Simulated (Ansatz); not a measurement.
Start from this file.

```yaml
crystal:
  lattice:
    - [5.73214, 0.00000, 0.00000]
    - [0.00000, 5.73214, 0.00000]
    - [0.00000, 0.00000, 5.45918]
  atoms:
    - { symbol: Si, position: [0.25260, 0.25260, 0.25260] }
    - { symbol: Si, position: [0.00000, 0.50000, 0.50000] }
    - { symbol: Si, position: [0.50000, 0.50000, 0.00000] }
    - { symbol: Si, position: [0.50000, 0.00000, 0.50000] }
    - { symbol: Si, position: [0.74740, 0.25260, 0.74740] }
    - { symbol: Si, position: [0.74740, 0.74740, 0.25260] }
    - { symbol: Si, position: [0.25260, 0.74740, 0.74740] }
    - { symbol: Ge, position: [0.00000, 0.00000, 0.00000] }
```

Before looking at a picture, describe the arrangement of atoms.

Formula: Si₇Ge. It is primitive tetragonal, space group P-42m (No. 111). Cell content 7 Si, 1 Ge; Z = 1. Around each Ge lie four Si in a tetrahedral arrangement at 2.47 Å. Si takes three kinds of site: 4n with three Si and one Ge in a tetrahedral arrangement (2.43 Å to Si, 2.47 Å to Ge); 2f with four Si in a tetrahedral arrangement at 2.44 Å; 1d with four Si in a tetrahedral arrangement at 2.43 Å. The bonds build a three-dimensional framework.

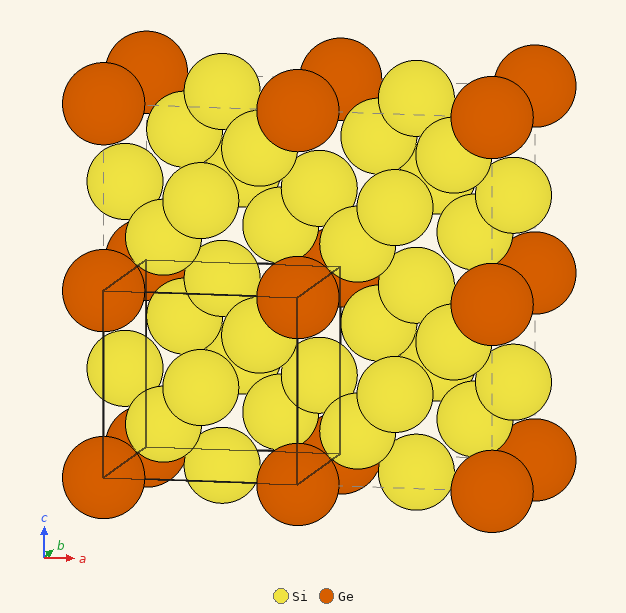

The image is a space-filling drawing of a crystal, viewed slightly off an axis. The conventional unit cell (solid box) is repeated to 2×1×2 cells. Colours: silicon yellow, germanium orange.

The cell started as a structure listed in the Materials Project. The cell was then strained or its atoms displaced on purpose. It went into a calculation with Ansatz.

At this level of theory the run's own cell isn't at rest (stretched, at -7 GPa), so its distances can differ from those at equilibrium, the more so the softer the solid.
